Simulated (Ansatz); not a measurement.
Consider ZrO₂.

The calculation's input:

```
crystal:
  lattice:
    - [0.0, 2.5065472188, 2.4683764489]
    - [2.5065472188, 0.0, 2.4683764489]
    - [2.5065472188, 2.5065472188, 0.0]
  atoms:
    - { symbol: Zr, position: [0.0, 0.0, 0.0] }
    - { symbol: O, position: [0.25, 0.25, 0.25] }
    - { symbol: O, position: [0.75, 0.75, 0.75] }
basis:
  ecutwfc: 500
kpoints:
  mp_grid: { grid: [8, 8, 8] }
hamiltonian:
  xc: r2scan
scf:
  occupations: { method: gaussian, width: 0.05 }
output:
  forces: true
  stress: true
  eigenvalues: true
  write_density: true
  write_potential: true
  elf: true
  volumetric_format: npy
```

Run with:

```sh
ansatz run input.yaml --threads 2 --pin off --max-ram 5120MiB --backend cpu --events-out ev --progress --plain --runs-dir out
```

Below, planes, directions and counts refer to the conventional cell (a = 3.54 Å, b = 3.54 Å, c = 4.94 Å, α = 90.00°, β = 90.00°, γ = 90.00°).

Space group I4/mmm; changed on purpose from its base cell (strain -0.015 along x and y, -0.030 along z, atoms carried along); computed pressure about 18 GPa in this cell.

Computed with DFT r2SCAN, scalar-relativistic, plane waves, PAW in Ansatz 0.2.0.

Q: What will maps of the valence pseudo-density and electron localisation function show?

A: Zr–O (2.16 Å): ρ is about 0.58 e/Å³ halfway; the ELF peaks at about 0.85 in the valence shell of O, 0.6 Å from its nucleus, and drops to about 0.20 between the two atoms (no shared electron pair shows on this line).

Q: Does the calculation make it a metal, or give it a gap?

A: It is gapped, with a Kohn–Sham gap of 3.9 eV on the k-point mesh, an upper bound to the gap of this method.

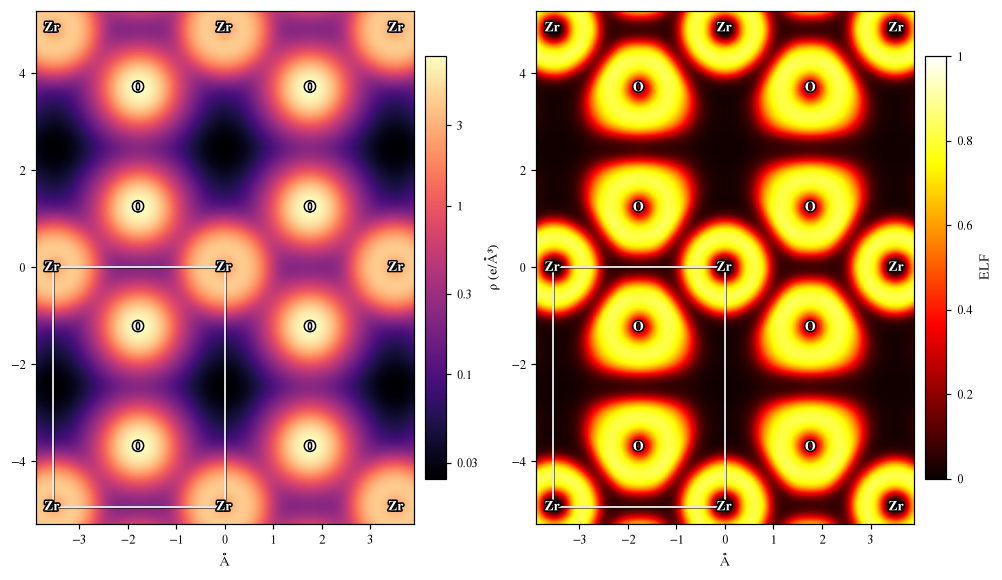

Computed valence pseudo-density and electron localisation function on the (010) plane of the conventional cell, in this order. 
